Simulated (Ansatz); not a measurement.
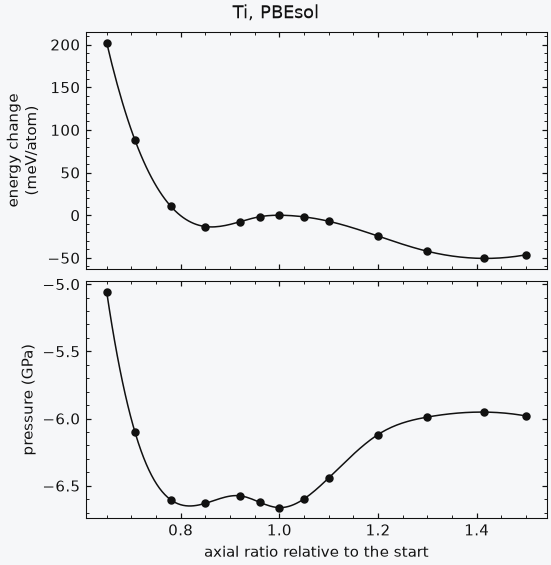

Caption: Energy change and pressure against relative axial ratio for Ti, space group Im-3m (No. 229).

The energy change is 202 meV/atom at relative axial ratio 0.650 and −46 meV/atom at 1.500; the lowest computed point is at relative axial ratio 1.414 (−51 meV/atom); there is a further local minimum at 0.850 (−13 meV/atom); the curve passes over a maximum at 1.000 (0 meV/atom). The pressure goes from −5.057 GPa at relative axial ratio 0.650 to −5.981 GPa at 1.500, not monotonically, with a low of −6.663 GPa at 1.000.

Computed with Ansatz 0.2.0: deformation of a crystal at fixed volume, lengths along the axis scaled against those across it, fractional coordinates fixed, by plane-wave density functional theory with PAW datasets, free energies less that of the undisturbed cell, pressure positive in compression; scalar-relativistic. Level: PBEsol, no spin polarisation.

wave cutoff 420 eV; k mesh 22×22×22; occupations Gaussian; smearing width 0.15 eV; k shift (0, 0, 0) (mesh steps); start as given; path tetragonal; axis direction (0, 0, 1) (Cartesian unit vector).

Starting cell:
```xyz
1
Lattice="-1.6410 1.6410 1.6410 1.6410 -1.6410 1.6410 1.6410 1.6410 -1.6410" Properties=species:S:1:pos:R:3 pbc="T T T"
Ti    0.0000    0.0000    0.0000
```

Keep in mind: reference crystal is not relaxed.
